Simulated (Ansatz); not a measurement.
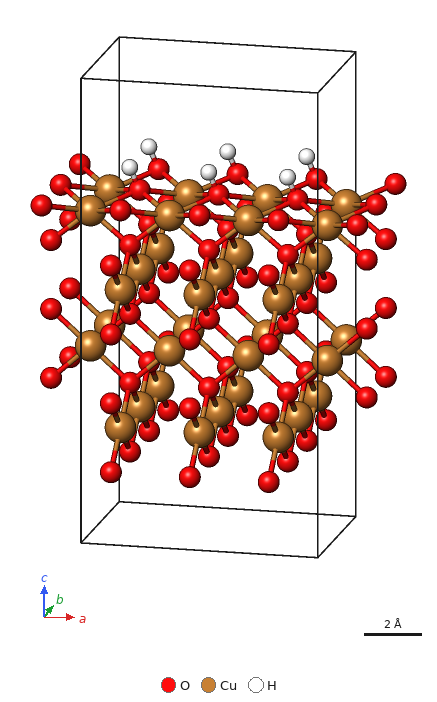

Figure 1. The starting structure (ball-and-stick view of the 3 × 2 repeat of the cell, with the vacuum cut short, seen slightly off an axis; bonded neighbours outside the cell are drawn too). An atom can appear more than once, as a periodic image.

## Geometry relaxation of Cu$_{4}$HO$_{5}$ (part 1 of 3)

- system: Cu$_{4}$HO$_{5}$ (slab, 10 atoms in the cell)
- method: DFT PBEsol, scalar-relativistic, plane waves, PAW, no spin polarisation (Ansatz 0.2.0)

The structure derives from an entry of the Crystallography Open Database. The input holds or restrains some coordinates. Forces given for the steps count only the free coordinates. It belongs to a series of runs on one base structure; here: OH put at a hollow Cu-Cu site.

**The input**
```yaml
crystal:
  lattice:
    - [2.8941129938, 0.0, 0.0]
    - [0.0116739599, 2.8940894491, 0.0]
    - [0.0, 0.0, 28.7910424567]
  atoms:
    - { symbol: O, position: [0.5000182939, 0.5000980343, 0.2952307133] }
    - { symbol: Cu, position: [0.5001163282, 0.0001163282, 0.3394460648] }
    - { symbol: O, position: [0.5002143625, 0.5001346221, 0.3836614165] }
    - { symbol: Cu, position: [0.0002326564, 0.5002326564, 0.4278767681] }
    - { symbol: O, position: [0.5002393362, 0.5003257166, 0.4720523456] }
    - { symbol: Cu, position: [0.5002992441, 0.0003277119, 0.5162961178] }
    - { symbol: O, position: [0.5003598438, 0.5003324091, 0.56048068] }
    - { symbol: Cu, position: [0.000358202, 0.5003653065, 0.6014362935] }
    - { symbol: O, position: [0.500358202, 1.0003653065, 0.6181081455] }
    - { symbol: H, position: [0.3983993477, 0.9074652233, 0.6486732076] }
basis:
  ecutwfc: 420
kpoints:
  mp_grid: { grid: [10, 10, 1] }
hamiltonian:
  xc: pbesol
scf:
  occupations: { method: gaussian, width: 0.1 }
output:
  forces: true
  eigenvalues: true
relax:
  adjacent_minimum: "off"
  f_tol: 0.03
  max_steps: 70
  constraints: [{ sites: [0, 1, 2, 3] }]
efield:
  axis: 3
  dipole_correction: true
  ramp_width: 0.04
```

Machine: 4 threads of Intel Xeon @ 2.50GHz (Skylake/Cascade Lake), 192 GiB of memory available, shared host.

Launch command:
```bash
ansatz run input.yaml --threads 4 --pin off --max-ram 10240MiB --backend cpu --events-out ev --progress --plain --runs-dir out
```

**Output**
```
Engine: ansatz 0.2.0, x86_64-unknown-linux-gnu
Pseudopotentials: kind: paw
Pseudopotential: O, paw, valence charge 6, recommended cutoff 420 eV (normal), O.paw.azcp
Pseudopotential: Cu, paw, valence charge 19, recommended cutoff 420 eV (normal), Cu.paw.azcp
Pseudopotential: H, paw, valence charge 1, recommended cutoff 420 eV (normal), H.paw.azcp
Functional definition: PBEsol
  exchange = pbesol_x
  correlation = pbesol_c
Crystal: 10 atoms, lattice volume = 241.149 Å³
Basis set: ecut = 420 eV, 4689 PW (Γ), exchange–correlation on 40×40×400 points (8 copies of the dense FFT grid, shifted against one another)
Bands: 65, of which v1, the nominal top of the filled ones, is band 54 counted from 1 (53 counted from 0)
Symmetry: 1 space group operations
Space group: P1 (ITA 1), of the structure as read, at distance tolerance 6.2e-5 Å
k-points: 52 of 100 (time reversal used)
Non-local potential: O, projectors of the file, l = 0: 2, l = 1: 2, l = 2: 1
Non-local potential: Cu, projectors of the file, l = 0: 3, l = 1: 2, l = 2: 3, l = 3: 1
Non-local potential: H, projectors of the file, l = 0: 2, l = 1: 1
PAW form: soft (Blöchl's): semilocal exchange-correlation on the pseudo side does not see the compensation charge
PAW frozen core: O, regenerated for the run's functional, and the local potential with it (the file was generated under x = pbe(κ = 0.804, μ = 0.2195149727645171), c = pbe(β = 0.06672455060314922))
PAW frozen core: Cu, regenerated for the run's functional, and the local potential with it (the file was generated under x = pbe(κ = 0.804, μ = 0.2195149727645171), c = pbe(β = 0.06672455060314922))
PAW one-centre angular grid: O, 110 points (default); XC on 64 Gauss nodes
PAW one-centre angular grid: Cu, 590 points (default); XC on 64 Gauss nodes
PAW one-centre angular grid: H, 110 points (default); XC on 64 Gauss nodes
Initial density: superposition of atomic densities (neutral atoms: chi_scale 0, normalization atom), corrected by the library's trained network
Initial wavefunctions: pseudopotential atomic-orbital guess
Functional: x = pbesol(κ = 0.804, μ = 0.12345679012345678), c = pbesol(β = 0.046)
SCF iter   1: F=—  HF=-29165.651316 eV  |F-HF|=—  |Δ(HF+E_count)|=         —  Δρ=1.48e-2  dr2=5.56e-1  ethr=1.77e-3  p=0.238 e·Å  D=1.79e-1 V/Å  ΔV_dip=-5.15 eV  dr2_dipole=2.55e-2  V_vac-E_F(+/−)=3.26/8.41 eV  ⟨swp⟩=7.5  Hψ=14828  notcnv=0  defer=126
efield: sawtooth ramp at fractional position 0.9520 (placed from the atoms, in the widest stretch of the axis that holds none; the zero of the levels goes with the place), width 0.0400; the density the first Hamiltonian is built on has a dipole p = 0.238 e·Å; the dipole correction subtracts the counter field D = 1.79e-1 V/Å, which shifts the + side's vacuum level by -5.15 eV against the − side's; the planar-averaged density in the ramp window peaks in size at 6.4e-6 e/Å³
preconditioner: auto → LDOS  [metal: Δε(μ)=0.026 eV  Ē_g=10.449 eV  σ=0.100 eV  W_gap=0.15  n_scr=56 (ndim 8)  ℏωp=20.7 eV  f_vac=0.593  D(μ)=6.17/eV (n_scr^D=18)  β→1.0]
SCF iter   2: F=—  HF=-29165.671677 eV  |F-HF|=—  |Δ(HF+E_count)|=   2.04e-2  Δρ=1.67e-2  dr2=3.61e-1  ethr=5.20e-4  p=0.259 e·Å  D=1.94e-1 V/Å  ΔV_dip=-5.59 eV  dr2_dipole=1.23e-2  V_vac-E_F(+/−)=2.87/8.46 eV  ⟨swp⟩=2.8  Hψ=6902  notcnv=0  defer=153
SCF iter   3: F=—  HF=-29165.570503 eV  |F-HF|=—  |Δ(HF+E_count)|=   1.01e-1  Δρ=3.52e-3  dr2=1.09e-1  ethr=3.37e-4  p=0.260 e·Å  D=1.95e-1 V/Å  ΔV_dip=-5.62 eV  dr2_dipole=3.77e-2  V_vac-E_F(+/−)=2.79/8.41 eV  ⟨swp⟩=2.0  Hψ=5317  notcnv=0  defer=153
SCF iter   4: F=—  HF=-29165.570460 eV  |F-HF|=—  |Δ(HF+E_count)|=   4.34e-5  Δρ=2.07e-3  dr2=1.51e-2  ethr=1.02e-4  p=0.264 e·Å  D=1.98e-1 V/Å  ΔV_dip=-5.70 eV  dr2_dipole=1.42e-3  V_vac-E_F(+/−)=2.72/8.43 eV  ⟨swp⟩=1.7  Hψ=3743  notcnv=0  defer=157
SCF iter   5: F=—  HF=-29165.570151 eV  |F-HF|=—  |Δ(HF+E_count)|=   3.09e-4  Δρ=1.52e-3  dr2=7.74e-3  ethr=1.41e-5  p=0.266 e·Å  D=2.00e-1 V/Å  ΔV_dip=-5.75 eV  dr2_dipole=1.84e-3  V_vac-E_F(+/−)=2.69/8.44 eV  ⟨swp⟩=2.0  Hψ=5094  notcnv=0  defer=157
SCF iter   6: F=—  HF=-29165.570142 eV  |F-HF|=—  |Δ(HF+E_count)|=   8.71e-6  Δρ=1.25e-3  dr2=5.87e-3  ethr=7.23e-6  p=0.266 e·Å  D=2.00e-1 V/Å  ΔV_dip=-5.75 eV  dr2_dipole=1.33e-3  V_vac-E_F(+/−)=2.69/8.44 eV  ⟨swp⟩=1.7  Hψ=3487  notcnv=0  defer=161
SCF iter   7: F=—  HF=-29165.569884 eV  |F-HF|=—  |Δ(HF+E_count)|=   2.58e-4  Δρ=4.31e-4  dr2=4.37e-4  ethr=5.49e-6  p=0.266 e·Å  D=2.00e-1 V/Å  ΔV_dip=-5.75 eV  dr2_dipole=7.09e-5  V_vac-E_F(+/−)=2.69/8.43 eV  ⟨swp⟩=1.7  Hψ=3522  notcnv=0  defer=161
SCF iter   8: F=—  HF=-29165.569994 eV  |F-HF|=—  |Δ(HF+E_count)|=   1.10e-4  Δρ=3.14e-4  dr2=2.97e-4  ethr=4.09e-7  p=0.266 e·Å  D=2.00e-1 V/Å  ΔV_dip=-5.75 eV  dr2_dipole=3.61e-7  V_vac-E_F(+/−)=2.68/8.43 eV  ⟨swp⟩=2.0  Hψ=5129  notcnv=0  defer=161
SCF iter   9: F=—  HF=-29165.570006 eV  |F-HF|=—  |Δ(HF+E_count)|=   1.24e-5  Δρ=1.87e-4  dr2=1.11e-4  ethr=2.78e-7  p=0.266 e·Å  D=2.00e-1 V/Å  ΔV_dip=-5.75 eV  dr2_dipole=1.69e-5  V_vac-E_F(+/−)=2.68/8.43 eV  ⟨swp⟩=1.3  Hψ=3497  notcnv=0  defer=161
SCF iter  10: F=-29165.569998 eV  HF=-29165.570003 eV  |F-HF|=4.78e-6  |Δ(HF+E_count)|=   3.25e-6  Δρ=6.09e-5  dr2=1.54e-5  ethr=2.10e-8  p=0.266 e·Å  D=2.00e-1 V/Å  ΔV_dip=-5.75 eV  dr2_dipole=4.06e-6  V_vac-E_F(+/−)=2.68/8.43 eV  ⟨swp⟩=14.1  Hψ=15228  notcnv=0
SCF 1 converged in 10 iterations: F = -29165.569998 eV  dr2 = 1.54e-5
  greatest PAW one-centre occupation: 1.000 electrons in one spin orbital (limit 2), on the Cu atom at site 7 (counted from 0), in its partial waves of l = 0
relax step   1: F+E_penalty+E_count = -29165.56999821 eV  Δ(F+E_penalty+E_count) = +0.000e0 eV  max|allowed force component| = 3.949e0 eV/Å  Δτ_max = 0.0000 Å  (10 SCF iters, dr2 threshold 2.25e-5 eV, accepted)
Initial density: handed on by an earlier stage of this run
Initial wavefunctions: those handed on with the density
iter 1 solved again at ethr=2.04e-3 eV; its pass at ethr=3.10e-3 eV (dr2=2.18e0 eV) is discarded
SCF iter   1: F=—  HF=-29166.405381 eV  |F-HF|=—  |Δ(HF+E_count)|=         —  Δρ=2.03e-2  dr2=2.19e0  ethr=2.04e-3  p=0.266 e·Å  D=2.00e-1 V/Å  ΔV_dip=-5.75 eV  dr2_dipole=7.87e-1  V_vac-E_F(+/−)=2.72/8.47 eV  ⟨swp⟩=1.0  Hψ=11851  notcnv=0  defer=141
efield: sawtooth ramp at fractional position 0.9520 (handed on by an earlier solve), width 0.0400; the density the first Hamiltonian is built on has a dipole p = 0.266 e·Å; the dipole correction subtracts the counter field D = 2.00e-1 V/Å, which shifts the + side's vacuum level by -5.75 eV against the − side's; the planar-averaged density in the ramp window peaks in size at 4.5e-6 e/Å³
preconditioner: auto → LDOS  [metal: Δε(μ)=0.019 eV  Ē_g=10.311 eV  σ=0.100 eV  W_gap=0.11  n_scr=56 (ndim 8)  ℏωp=20.7 eV  f_vac=0.586  D(μ)=6.04/eV (n_scr^D=18)  β→1.0]
SCF iter   2: F=—  HF=-29166.356616 eV  |F-HF|=—  |Δ(HF+E_count)|=   4.88e-2  Δρ=7.12e-3  dr2=1.64e-1  ethr=2.04e-3  p=0.233 e·Å  D=1.75e-1 V/Å  ΔV_dip=-5.04 eV  dr2_dipole=2.86e-3  V_vac-E_F(+/−)=3.40/8.43 eV  ⟨swp⟩=2.7  Hψ=5381  notcnv=0  defer=141
SCF iter   3: F=—  HF=-29166.337627 eV  |F-HF|=—  |Δ(HF+E_count)|=   1.90e-2  Δρ=4.36e-3  dr2=7.91e-2  ethr=1.53e-4  p=0.286 e·Å  D=2.14e-1 V/Å  ΔV_dip=-6.17 eV  dr2_dipole=5.02e-3  V_vac-E_F(+/−)=2.26/8.43 eV  ⟨swp⟩=2.7  Hψ=6748  notcnv=0  defer=157
SCF iter   4: F=—  HF=-29166.321057 eV  |F-HF|=—  |Δ(HF+E_count)|=   1.66e-2  Δρ=8.98e-4  dr2=3.45e-3  ethr=7.39e-5  p=0.267 e·Å  D=2.01e-1 V/Å  ΔV_dip=-5.78 eV  dr2_dipole=2.33e-4  V_vac-E_F(+/−)=2.65/8.43 eV  ⟨swp⟩=2.0  Hψ=5621  notcnv=0  defer=157
SCF iter   5: F=—  HF=-29166.320930 eV  |F-HF|=—  |Δ(HF+E_count)|=   1.27e-4  Δρ=1.26e-3  dr2=1.02e-2  ethr=3.23e-6  p=0.265 e·Å  D=1.99e-1 V/Å  ΔV_dip=-5.72 eV  dr2_dipole=2.85e-3  V_vac-E_F(+/−)=2.70/8.43 eV  ⟨swp⟩=2.1  Hψ=5051  notcnv=0  defer=157
SCF iter   6: F=—  HF=-29166.320996 eV  |F-HF|=—  |Δ(HF+E_count)|=   6.63e-5  Δρ=7.52e-4  dr2=2.97e-3  ethr=3.23e-6  p=0.265 e·Å  D=1.98e-1 V/Å  ΔV_dip=-5.71 eV  dr2_dipole=7.40e-4  V_vac-E_F(+/−)=2.71/8.43 eV  ⟨swp⟩=1.0  Hψ=3225  notcnv=0  defer=157
SCF iter   7: F=—  HF=-29166.321016 eV  |F-HF|=—  |Δ(HF+E_count)|=   2.00e-5  Δρ=1.15e-4  dr2=3.70e-5  ethr=9.35e-8  p=0.264 e·Å  D=1.98e-1 V/Å  ΔV_dip=-5.71 eV  dr2_dipole=9.41e-7  V_vac-E_F(+/−)=2.72/8.43 eV  ⟨swp⟩=15.2  Hψ=17609  notcnv=0
SCF iter   8: F=-29166.321023 eV  HF=-29166.321035 eV  |F-HF|=1.19e-5  |Δ(HF+E_count)|=   1.90e-5  Δρ=6.74e-5  dr2=2.35e-5  ethr=3.46e-8  p=0.264 e·Å  D=1.98e-1 V/Å  ΔV_dip=-5.71 eV  dr2_dipole=6.33e-6  V_vac-E_F(+/−)=2.72/8.43 eV  ⟨swp⟩=9.1  Hψ=12894  notcnv=0
SCF 2 converged in 8 iterations: F = -29166.321023 eV  dr2 = 2.35e-5
relax step   2: F+E_penalty+E_count = -29166.32102321 eV  Δ(F+E_penalty+E_count) = -7.510e-1 eV  max|allowed force component| = 1.718e0 eV/Å  Δτ_max = 0.1947 Å  (8 SCF iters, dr2 threshold 1.00e-4 eV, accepted)
[... from here on the SCF iterations and repeated set-up lines of each step are left out, up to the last step ...]
SCF 3 converged in 9 iterations: F = -29166.620135 eV  dr2 = 2.84e-5
relax step   3: F+E_penalty+E_count = -29166.62013530 eV  Δ(F+E_penalty+E_count) = -2.991e-1 eV  max|allowed force component| = 5.031e-1 eV/Å  Δτ_max = 0.1948 Å  (9 SCF iters, dr2 threshold 1.00e-4 eV, accepted)
SCF 4 converged in 8 iterations: F = -29166.692355 eV  dr2 = 1.82e-5
relax step   4: F+E_penalty+E_count = -29166.69235520 eV  Δ(F+E_penalty+E_count) = -7.222e-2 eV  max|allowed force component| = 2.208e-1 eV/Å  Δτ_max = 0.1940 Å  (8 SCF iters, dr2 threshold 2.17e-5 eV, accepted)
SCF 5 converged in 10 iterations: F = -29166.718610 eV  dr2 = 2.75e-7
relax step   5: F+E_penalty+E_count = -29166.71860973 eV  Δ(F+E_penalty+E_count) = -2.625e-2 eV  max|allowed force component| = 3.227e-1 eV/Å  Δτ_max = 0.0762 Å  (10 SCF iters, dr2 threshold 4.18e-6 eV, accepted)
SCF 6 converged in 7 iterations: F = -29166.736388 eV  dr2 = 2.98e-6
relax step   6: F+E_penalty+E_count = -29166.73638836 eV  Δ(F+E_penalty+E_count) = -1.778e-2 eV  max|allowed force component| = 3.898e-1 eV/Å  Δτ_max = 0.0634 Å  (7 SCF iters, dr2 threshold 2.01e-5 eV, accepted)
SCF 7 converged in 9 iterations: F = -29166.814858 eV  dr2 = 1.44e-5
relax step   7: F+E_penalty+E_count = -29166.81485811 eV  Δ(F+E_penalty+E_count) = -7.847e-2 eV  max|allowed force component| = 8.447e-1 eV/Å  Δτ_max = 0.2000 Å  (9 SCF iters, dr2 threshold 1.00e-4 eV, accepted)
SCF 8 converged in 9 iterations: F = -29166.959968 eV  dr2 = 6.18e-6
relax step   8: F+E_penalty+E_count = -29166.95996778 eV  Δ(F+E_penalty+E_count) = -1.451e-1 eV  max|allowed force component| = 7.028e-1 eV/Å  Δτ_max = 0.2000 Å  (9 SCF iters, dr2 threshold 1.00e-4 eV, accepted)
SCF 9 converged in 9 iterations: F = -29167.028106 eV  dr2 = 5.35e-6
relax step   9: F+E_penalty+E_count = -29167.02810612 eV  Δ(F+E_penalty+E_count) = -6.814e-2 eV  max|allowed force component| = 3.507e-1 eV/Å  Δτ_max = 0.1987 Å  (9 SCF iters, dr2 threshold 1.00e-4 eV, accepted)
SCF 10 converged in 7 iterations: F = -29167.066409 eV  dr2 = 1.26e-5
relax step  10: F+E_penalty+E_count = -29167.06640928 eV  Δ(F+E_penalty+E_count) = -3.830e-2 eV  max|allowed force component| = 4.381e-1 eV/Å  Δτ_max = 0.2000 Å  (7 SCF iters, dr2 threshold 3.06e-5 eV, accepted)
SCF 11 converged in 6 iterations: F = -29167.114412 eV  dr2 = 3.02e-5
relax step  11: F+E_penalty+E_count = -29167.11441242 eV  Δ(F+E_penalty+E_count) = -4.800e-2 eV  max|allowed force component| = 1.040e0 eV/Å  Δτ_max = 0.1958 Å  (6 SCF iters, dr2 threshold 4.78e-5 eV, accepted)
SCF 12 converged in 8 iterations: F = -29167.170511 eV  dr2 = 7.41e-6
relax step  12: F+E_penalty+E_count = -29167.17051067 eV  Δ(F+E_penalty+E_count) = -5.610e-2 eV  max|allowed force component| = 7.827e-1 eV/Å  Δτ_max = 0.2000 Å  (8 SCF iters, dr2 threshold 1.00e-4 eV, accepted)
SCF 13 converged in 8 iterations: F = -29167.220784 eV  dr2 = 6.09e-6
relax step  13: F+E_penalty+E_count = -29167.22078428 eV  Δ(F+E_penalty+E_count) = -5.027e-2 eV  max|allowed force component| = 6.588e-1 eV/Å  Δτ_max = 0.1973 Å  (8 SCF iters, dr2 threshold 1.00e-4 eV, accepted)
SCF 14 converged in 8 iterations: F = -29167.255742 eV  dr2 = 3.06e-6
relax step  14: F+E_penalty+E_count = -29167.25574215 eV  Δ(F+E_penalty+E_count) = -3.496e-2 eV  max|allowed force component| = 3.103e-1 eV/Å  Δτ_max = 0.2000 Å  (8 SCF iters, dr2 threshold 1.00e-4 eV, accepted)
SCF 15 converged in 8 iterations: F = -29167.277532 eV  dr2 = 5.21e-6
relax step  15: F+E_penalty+E_count = -29167.27753204 eV  Δ(F+E_penalty+E_count) = -2.179e-2 eV  max|allowed force component| = 1.218e-1 eV/Å  Δτ_max = 0.1952 Å  (8 SCF iters, dr2 threshold 2.13e-5 eV, accepted)
SCF 16 converged in 12 iterations: F = -29167.292408 eV  dr2 = 1.24e-8
relax step  16: F+E_penalty+E_count = -29167.29240802 eV  Δ(F+E_penalty+E_count) = -1.488e-2 eV  max|allowed force component| = 1.182e-1 eV/Å  Δτ_max = 0.1950 Å  (12 SCF iters, dr2 threshold 2.29e-6 eV, accepted)
SCF 17 converged in 13 iterations: F = -29167.304574 eV  dr2 = 3.59e-8
relax step  17: F+E_penalty+E_count = -29167.30457408 eV  Δ(F+E_penalty+E_count) = -1.217e-2 eV  max|allowed force component| = 1.006e-1 eV/Å  Δτ_max = 0.1940 Å  (13 SCF iters, dr2 threshold 2.16e-6 eV, accepted)
SCF 18 converged in 13 iterations: F = -29167.313950 eV  dr2 = 2.00e-8
relax step  18: F+E_penalty+E_count = -29167.31394957 eV  Δ(F+E_penalty+E_count) = -9.375e-3 eV  max|allowed force component| = 1.008e-1 eV/Å  Δτ_max = 0.1952 Å  (13 SCF iters, dr2 threshold 7.32e-6 eV, accepted)
SCF 19 converged in 13 iterations: F = -29167.317906 eV  dr2 = 1.41e-8
relax step  19: F+E_penalty+E_count = -29167.31790641 eV  Δ(F+E_penalty+E_count) = -3.957e-3 eV  max|allowed force component| = 9.185e-2 eV/Å  Δτ_max = 0.1911 Å  (13 SCF iters, dr2 threshold 7.36e-6 eV, accepted)
SCF 20 converged in 11 iterations: F = -29167.319242 eV  dr2 = 1.02e-8
relax step  20: F+E_penalty+E_count = -29167.31924245 eV  Δ(F+E_penalty+E_count) = -1.336e-3 eV  max|allowed force component| = 2.895e-2 eV/Å  Δτ_max = 0.1114 Å  (11 SCF iters, dr2 threshold 7.00e-6 eV, accepted)
iter 1 solved again at ethr=2.68e-11 eV; its pass at ethr=3.10e-3 eV (dr2=2.87e-8 eV) is discarded
```
